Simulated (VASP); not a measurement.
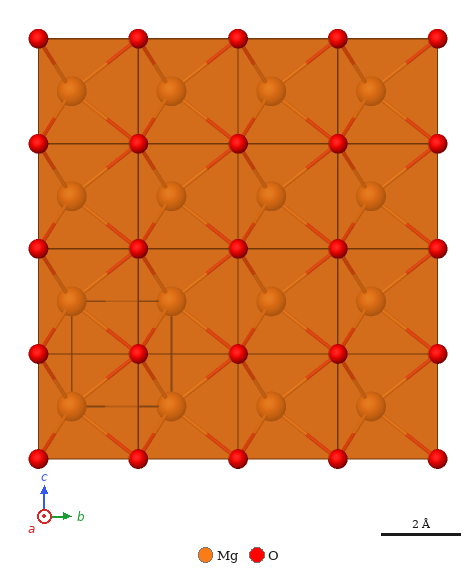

This is the input geometry for a relaxation of solid MgO (set up in P-6m2). A polyhedral model of the cell of the calculation, repeated 1 × 3 × 3 with one cell outlined, seen along the a axis.

The run lets cell and atoms move.

Method: Kohn-Sham DFT of a periodic cell, r2SCAN, VASP PAW PBE potentials, recommended in VASP 6.6.1.

Input file:
```
PREC = Accurate ; ENCUT = 600
EDIFF = 1E-6 ; ISMEAR = 0
SIGMA = 0.05 ; LREAL = F
LASPH = T ; NELM = 80
ALGO = Normal ; ISIF = 3
LWAVE = F ; LCHARG = F
METAGGA = R2SCAN ; LMIXTAU = T
IBRION = 2 ; NSW = 60
EDIFFG = -0.01
```

Launched with:
```bash
cat potpaw_PBE.64/Mg/POTCAR potpaw_PBE.64/O/POTCAR > POTCAR
mpirun -np 1 vasp_std > vasp.out
```

The structure:
```
Mg O
1.0
     2.93802    0.00000    0.00000
    -1.46901    2.54440    0.00000
     0.00000    0.00000    2.67968
Mg O
1 1
Cartesian
  0.0000 0.0000 0.0000
  0.0000 1.6963 1.3398
```

### Predict the outcome.

The energy falls by 18.2 meV per cell of the calculation in 4 geometry steps. All forces vanish by symmetry, so only the cell relaxes. Pressure: −6.42 GPa at the start and 0.02 GPa at the end. The atoms keep their places relative to the cell (all moves are under 0.005 Å). The volume changes by −4.4 %, with a = b 2.938 → 2.894 Å (−1.5 %), c 2.680 → 2.642 Å (−1.4 %). Near-neighbour distances that change, for instance: Mg–Mg 2.680 → 2.642 Å, Mg–O 2.162 → 2.130 Å. The space group stays P-6m2 (No. 187).

After the run, drawn alike:

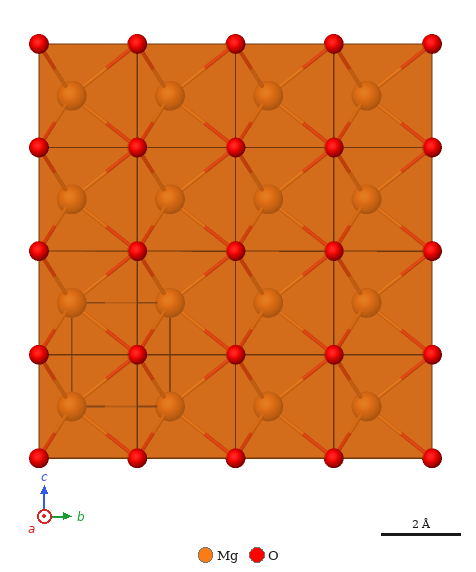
